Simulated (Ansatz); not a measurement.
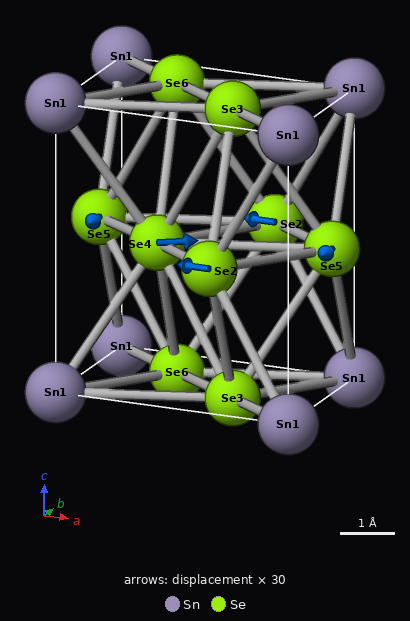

This is a relaxation of a crystal of SnSe5 (a generated structure, set up in P-62m) (coarse preliminary run). The starting structure is drawn; blue arrows show the displacements (the part carried along by the change of the cell is left out), 30 times their true length.

Style: ball-and-stick. Shown: the cell of the calculation, slightly off an axis.

Method: DFT PBE, scalar-relativistic, plane waves, PAW (Ansatz 0.2.0).

The input:
```yaml
crystal:
  lattice:
    - [5.88039446, 0.0, 0.0]
    - [-2.94019723, 5.09257099, 0.0]
    - [0.0, 0.0, 5.48440092]
  atoms:
    - { symbol: Sn, position: [0.0, 0.0, 0.0] }
    - { symbol: Se, position: [0.65997303, 0.0, 0.5] }
    - { symbol: Se, position: [0.66666667, 0.33333333, 0.0] }
    - { symbol: Se, position: [0.34002697, 0.34002697, 0.5] }
    - { symbol: Se, position: [0.0, 0.65997303, 0.5] }
    - { symbol: Se, position: [0.33333333, 0.66666667, 0.0] }
basis:
  ecutwfc: 420
kpoints:
  mp_grid: { grid: [3, 3, 4] }
hamiltonian:
  xc: pbe
scf:
  occupations: { method: gaussian, width: 0.1 }
  lower_state_search: "off"
output:
  forces: true
  stress: true
  eigenvalues: true
relax:
  adjacent_minimum: "off"
  f_tol: 0.04
  max_steps: 70
  cell: { stress_tol: 0.4 }
```

Command:
```bash
ansatz run input.yaml --threads 1 --pin off --max-ram 2560MiB --backend cpu --events-out ev --progress --plain --runs-dir out
```

### Which element moves most?

Selenium: up to 0.027 Å, against 0.000 Å for tin.

### Describe the change and its energy.

After 8 accepted moves (9 points after the start) the energy has fallen by 397 meV per atom. Largest force component: 0.29 eV/Å at the start, 0.007 eV/Å at the end. The pressure goes from −8.02 to −0.08 GPa. The SCF was repeated once at an unchanged geometry on a basis and grid sized afresh for the cell, which shifted the energy by 0.5 meV per atom at most. The largest moves relative to the cell, 0.027 Å, are those of Se2, Se4 and Se5. Se2 goes along −a. Sn stays in place. The volume changes by −11.9 %, with a = b 5.880 → 6.593 Å (+12.1 %), c 5.484 → 3.842 Å (−29.9 %). Near-neighbour distances that change, for instance: Se2–Se4 3.463 → 3.930 Å, Se2–Se3 3.359 → 2.893 Å, Sn1–Se2 3.394 → 2.973 Å, Se3–Se6 3.395 → 3.807 Å. The space group stays P-62m (No. 189). Cost: 97 s on 1 thread of Arm Neoverse V1 (shared host), peak memory 0.4 GiB.

Limits of the set-up: layers or molecules are held without a dispersion correction, so their spacing is unreliable.
